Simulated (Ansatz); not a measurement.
**C: density, localisation and related maps**

Input

```
crystal:
  lattice:
    - [0.0, 1.8691487922, 1.6911346216]
    - [1.8691487922, 0.0, 1.6911346216]
    - [1.8691487922, 1.8691487922, 0.0]
  atoms:
    - { symbol: C, position: [0.5, 0.5, 0.5] }
    - { symbol: C, position: [0.75, 0.75, 0.75] }
basis:
  ecutwfc: 500
kpoints:
  mp_grid: { grid: [12, 12, 12] }
hamiltonian:
  xc: r2scan
scf:
  occupations: { method: gaussian, width: 0.05 }
output:
  forces: true
  stress: true
  eigenvalues: true
  write_density: true
  write_potential: true
  elf: true
  volumetric_format: npy
```

Launched as:

```sh
ansatz run input.yaml --threads 2 --pin off --max-ram 5120MiB --backend cpu --events-out ev --progress --plain --runs-dir out
```

Below, planes, directions and counts refer to the conventional cell (a = 2.64 Å, b = 2.64 Å, c = 3.38 Å, α = 90.00°, β = 90.00°, γ = 90.00°).

Space group I4₁/amd; changed on purpose from its base cell (strain +0.050 along x and y, -0.050 along z, atoms carried along); computed pressure about −19 GPa in this cell.

Computed with Ansatz 0.2.0, DFT r2SCAN, scalar-relativistic, plane waves, PAW.

In a PAW calculation such maps are meaningful between the atoms, not at the nuclei.

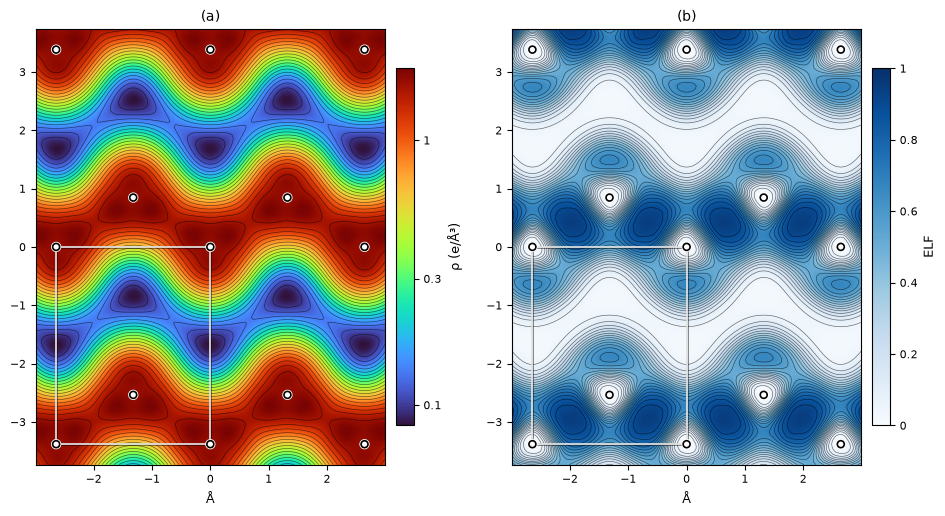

Figure 1. (a) valence pseudo-density; (b) ELF on the (100) plane of the conventional cell. Circles mark the nuclei in the plane (C).

Q: Interpret the plot.

A:
- Atoms in the plane: C.
- C–C (1.57 Å): the density is about 1.6 e/Å³ at the midpoint; the ELF peaks at about 0.95 between the atoms: localised, covalent bonding.
- Between the atoms the lowest density in this plane is 0.08 e/Å³.

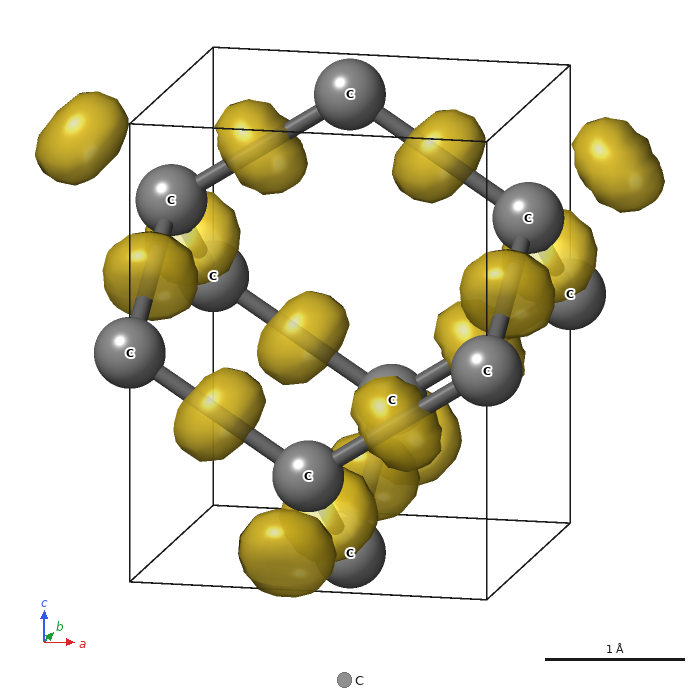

Figure 2. Isosurface of the ELF at 0.85 (yellow), seen slightly off an axis. Only the valence region is drawn (cores and ρ < 0.01 e/Å³ removed). Sticks mark near contacts.

Q: Identify the bonds, lone pairs and shells in this picture.

A: The ELF exceeds this value in eight regions between bonded C–C atoms (shared pairs), counted in one cell of 4 atoms. Any copies at cell faces, edges or corners count once.

Q: Does the calculation give a band gap?

A: It is gapped, with a Kohn–Sham gap of 1.8 eV on the k-point mesh, an upper bound to the gap of this method.
